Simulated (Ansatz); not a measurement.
Consider Si3N4.

```
CELL_PARAMETERS angstrom
7.59500 0.00000 0.00000
-3.79750 6.57746 0.00000
0.00000 0.00000 2.90230
ATOMIC_POSITIONS crystal
Si 0.76732 0.17356 0.25000
Si 0.59376 0.76732 0.75000
Si 0.82644 0.59376 0.25000
Si 0.23268 0.82644 0.75000
Si 0.40624 0.23268 0.25000
Si 0.17356 0.40624 0.75000
N 0.02936 0.32975 0.25002
N 0.69961 0.02936 0.75002
N 0.67025 0.69961 0.25002
N 0.97064 0.67025 0.75002
N 0.30039 0.97064 0.25002
N 0.32975 0.30039 0.75002
N 0.33333 0.66667 0.74990
N 0.66667 0.33333 0.24990
```

Space group P6₃/m; computed pressure about 6 GPa in this cell.

Method: Ansatz, DFT, PBE, plane-wave PAW, default files, scalar-relativistic, frozen cores.

**What can the converged valence pseudo-density and electron localisation function tell about the bonding?**

Si–N (1.73 Å): ρ at the midpoint is about 1.1 e/Å³; the ELF peaks at about 0.90 between the atoms; a polar covalent bond.

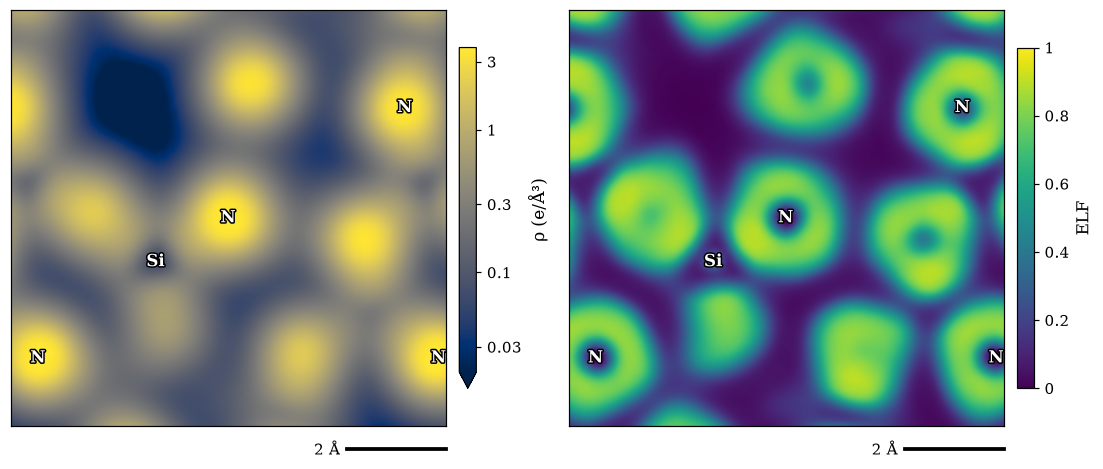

Computed valence pseudo-density and electron localisation function on the (111) plane of the conventional cell, in this order. Atoms just off the plane (Si, 0.4 Å away and N, 0.3 Å away) can leave unmarked features too.

Core electrons are frozen (PAW), and the valence fields are smoothed inside the atomic spheres.
